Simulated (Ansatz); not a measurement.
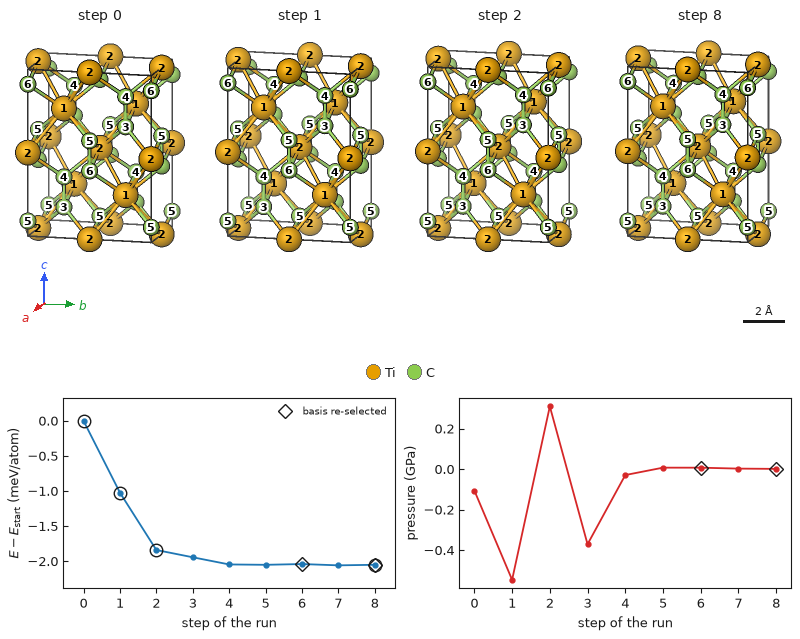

Frames of a relaxation of solid TiC2 (a generated structure, set up in Fddd), marked on the history of the run. The picture is a ball-and-stick view of the conventional cell (4 times the calculation's cell), seen slightly off an axis. Lengths and directions refer to the drawn axes.

Case: Si → C on all its sites, cell and atoms relaxed.

Computed with DFT PBE, scalar-relativistic, plane waves, PAW in Ansatz. Set-up: plane-wave cutoff 420 eV; k-point mesh 12 × 12 × 12; occupations gaussian; smearing width 0.1 eV; no spin polarisation; cell and atoms relaxed; force threshold 0.01 eV/Å; at most 60 steps.

> Describe the path.

The largest moves relative to the cell, 0.014 Å, are those of C3, C4, C5 and C6. C3 goes along +c. Ti stays in place. The drawn cell changes as follows: a 4.077 → 4.092 Å (+0.4 %), b 6.262 → 6.078 Å (−2.9 %), c 8.371 → 8.515 Å (+1.7 %); the volume changes by −0.9 %. Near-neighbour distances that change, for instance: Ti1–C5 2.296 → 2.289 Å, Ti1–C3 2.174 → 2.181 Å. Bond angles that change, for instance: Ti1–C5–Ti1 108.9° → 106.3°. The space group stays Fddd (No. 70). After 6 accepted moves (8 points after the start) the energy has fallen by 2.0 meV per atom. Largest force component: 0.064 eV/Å at the start, under 0.0001 eV/Å at the end. The pressure goes from −0.11 to 0.00 GPa. The SCF was repeated twice at an unchanged geometry on a basis and grid sized afresh for the cell, which shifted the energy by less than 0.05 meV per atom at most. From step 0 to 1: energy −1.0 meV per atom. From step 1 to 2: volume −0.7 %, energy −0.8 meV per atom. From step 2 to 8: volume −0.2 %, energy −0.2 meV per atom.

```json
{"step": "0", "E − E(0), meV/atom": "0.00", "largest force component, eV/Å": "0.0641", "pressure, GPa": "-0.11", "volume, Å³/atom": "8.905", "note": ""}
{"step": "1", "E − E(0), meV/atom": "-1.02", "largest force component, eV/Å": "0.0288", "pressure, GPa": "-0.55", "volume, Å³/atom": "8.907", "note": ""}
{"step": "2", "E − E(0), meV/atom": "-1.84", "largest force component, eV/Å": "0.1176", "pressure, GPa": "0.31", "volume, Å³/atom": "8.845", "note": ""}
{"step": "3", "E − E(0), meV/atom": "-1.94", "largest force component, eV/Å": "0.0293", "pressure, GPa": "-0.37", "volume, Å³/atom": "8.843", "note": ""}
{"step": "4", "E − E(0), meV/atom": "-2.04", "largest force component, eV/Å": "0.0194", "pressure, GPa": "-0.03", "volume, Å³/atom": "8.827", "note": ""}
{"step": "5", "E − E(0), meV/atom": "-2.05", "largest force component, eV/Å": "0.0002", "pressure, GPa": "0.01", "volume, Å³/atom": "8.830", "note": ""}
{"step": "6", "E − E(0), meV/atom": "-2.04", "largest force component, eV/Å": "0.0016", "pressure, GPa": "0.01", "volume, Å³/atom": "8.830", "note": "same geometry, new basis"}
{"step": "7", "E − E(0), meV/atom": "-2.06", "largest force component, eV/Å": "0.0001", "pressure, GPa": "0.00", "volume, Å³/atom": "8.824", "note": ""}
{"step": "8", "E − E(0), meV/atom": "-2.05", "largest force component, eV/Å": "0.0000", "pressure, GPa": "0.00", "volume, Å³/atom": "8.824", "note": "same geometry, new basis"}
```
